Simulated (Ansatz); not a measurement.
Cell and atoms:

```xyz
1
Lattice="2.5855 0.0000 0.0000 0.0187 2.6344 0.0000 1.2203 0.1304 2.4537" Properties=species:S:1:pos:R:3 pbc="T T T"
Mo    0.0000    0.0000    0.0000
```

Question: Before looking at a picture, describe the arrangement of atoms.

Answer: The element is molybdenum. The lattice is primitive triclinic and the space group P-1 (No. 2). The cell holds one atom. Mo is linked to eight Mo at 2.59 to 2.81 Å. The bonds build a three-dimensional framework.

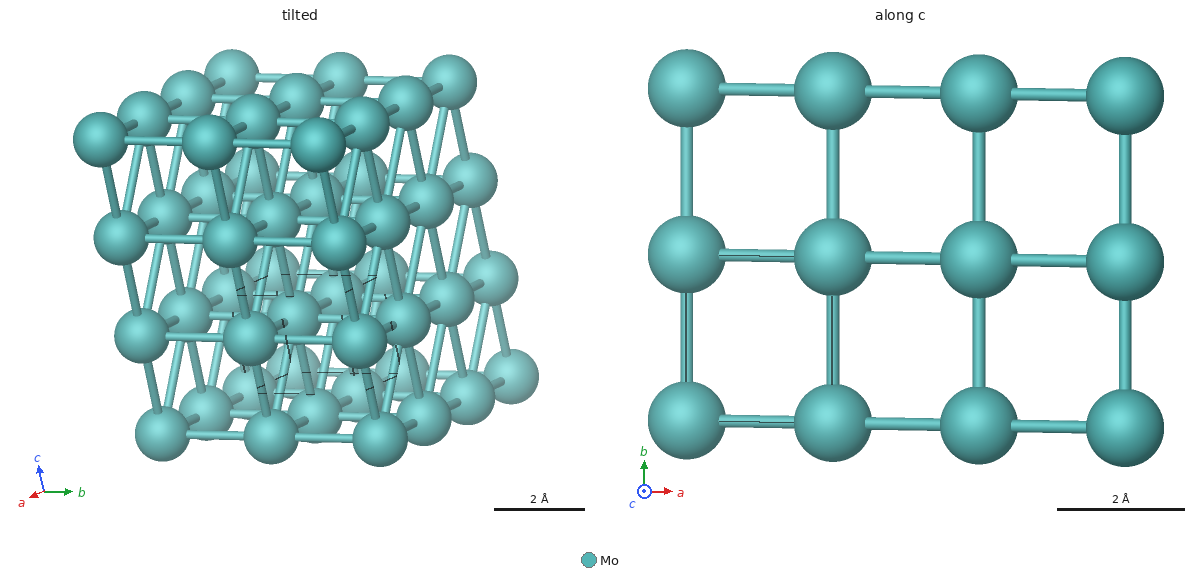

Ball-and-stick representation of a periodic structure, projected slightly off an axis and along the c axis. The solid frame is a single conventional unit cell within a 3×2×3 block. Colours: molybdenum teal.

The cell started as a structure listed in the Materials Project. The cell was then strained or its atoms displaced on purpose. An electronic-structure calculation with Ansatz was run on it.
